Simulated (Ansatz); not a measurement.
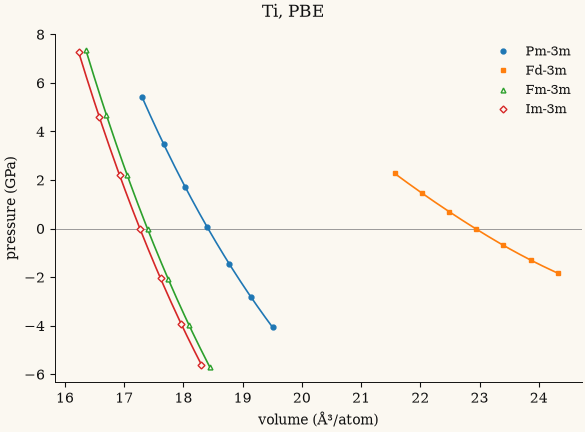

Plotted: pressure against volume, with one curve for each structure, for Ti.

How it was computed, with Ansatz 0.2.0 development build: equation of state of a cubic crystal from periodic Kohn-Sham density functional theory without spin, third-order Birch-Murnaghan fit to the free energies; pressure corrected for the finite basis. Level: PBE.

| setting | value |
| --- | --- |
| occupation method | Fermi–Dirac |
| occupation width | 0.06123 eV |
| wave cutoff | 420 eV |
| datasets | soft-1 PAW |
| density tolerance | 1e−07 eV |
| density cutoff ratio | 4 |
| search for lower states | default |

Settings that differ: Pm-3m: k mesh 41×41×41, atoms in cell 1, lattice centring simple cubic, space group number 221, structure type simple cubic; Fd-3m: k mesh 33×33×33, atoms in cell 2, lattice centring face-centred primitive, space group number 227, structure type diamond; Fm-3m: k mesh 23×23×23, atoms in cell 1, lattice centring face-centred primitive, space group number 225, structure type fcc; Im-3m: k mesh 47×47×47, atoms in cell 1, lattice centring body-centred primitive, space group number 229, structure type bcc.

Question: Order the curves by fitted equilibrium volume, smallest first.

Answer: Im-3m 17.26, Fm-3m 17.39, Pm-3m 18.42, Fd-3m 22.93 Å³/atom.

Question: For Pm-3m: what does the pressure do across the range?

Answer: It falls from 5.438 GPa at volume 17.30 Å³/atom to −4.067 GPa at 19.51 Å³/atom, and changes sign near 18.42 Å³/atom.

Question: For Fd-3m: read off the course of the pressure.

Answer: It falls from 2.270 GPa at volume 21.57 Å³/atom to −1.835 GPa at 24.32 Å³/atom, and changes sign near 22.93 Å³/atom.

Question: For Fm-3m: read off the course of the pressure.

Answer: It falls from 7.4 GPa at volume 16.35 Å³/atom to −5.7 GPa at 18.44 Å³/atom, and changes sign near 17.39 Å³/atom.

Caveats: cubic model structure, not the ambient form; no spin polarisation, a magnetic state may lie lower (Fd-3m).
